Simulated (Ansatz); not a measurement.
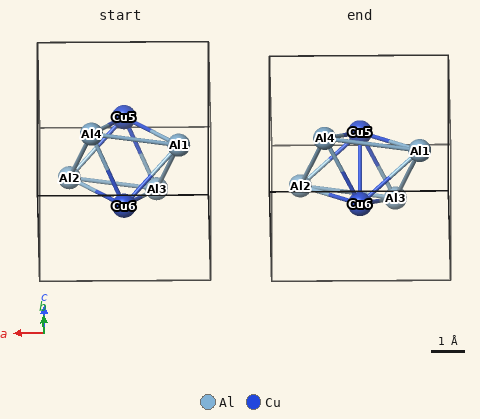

The structure of solid Al2Cu (a generated structure, set up in P4/m) before (left) and after (right) a relaxation, at one scale.

A ball-and-stick model of the cell of the calculation, seen from a free direction.

Method: DFT PBE, scalar-relativistic, plane waves, PAW in Ansatz 0.2.0.

Input
```yaml
crystal:
  lattice:
    - [5.2325937396, 0.0, 0.0]
    - [0.0, 5.2325937396, 0.0]
    - [0.0, 0.0, 5.4164333235]
  atoms:
    - { symbol: Al, position: [0.1778908141, 0.6868416356, 0.5] }
    - { symbol: Al, position: [0.8221091859, 0.3131583644, 0.5] }
    - { symbol: Al, position: [0.3131583644, 0.1778908141, 0.5] }
    - { symbol: Al, position: [0.6868416356, 0.8221091859, 0.5] }
    - { symbol: Cu, position: [0.5, 0.5, 0.7887737082] }
    - { symbol: Cu, position: [0.5, 0.5, 0.2112262918] }
basis:
  ecutwfc: 420
kpoints:
  mp_grid: { grid: [8, 8, 8] }
hamiltonian:
  xc: pbe
scf:
  occupations: { method: gaussian, width: 0.1 }
output:
  forces: true
  stress: true
  eigenvalues: true
  write_density: true
  write_potential: true
  elf: true
  volumetric_format: npy
relax:
  adjacent_minimum: "off"
  f_tol: 0.01
  max_steps: 80
  cell: { stress_tol: 0.05 }
```

Command:
```bash
ansatz run input.yaml --threads 1 --pin off --max-ram 2560MiB --backend cpu --events-out ev --progress --plain --runs-dir out
```

> What changed between the two?

The energy falls by 65.8 meV per cell of the calculation in 9 accepted moves (10 points after the start). The largest force component goes from 0.22 to 0.0017 eV/Å. The pressure goes from 0.56 to 0.02 GPa. The SCF was repeated once at an unchanged geometry on a basis and grid sized afresh for the cell, which shifted the energy by 0.9 meV per cell of the calculation at most. The largest moves relative to the cell, 0.12 Å, are those of Cu5 and Cu6. Cu6 goes along +c. By element the largest moves are Cu 0.12 Å, Al 0.08 Å. Cell: a = b 5.233 → 5.477 Å (+4.7 %), c 5.416 → 4.797 Å (−11.4 %). Volume −3.0 %. Some distances before and after: Cu5–Cu6 3.128 → 2.532 Å, Al1–Al3 2.756 → 3.003 Å, Al1–Al2 2.700 → 2.778 Å, Al1–Al3 (another image) 2.665 → 2.693 Å. New bonds form, among them: Cu5–Cu6 (3.13 → 2.53 Å). Among the angles between lasting bonds that change: Al1–Cu5–Al2 102.5° → 118.4°, Al1–Cu5–Cu6 128.8° → 120.8°, Al1–Cu5–Al3 66.9° → 74.8°. The space group stays P4/m (No. 83).
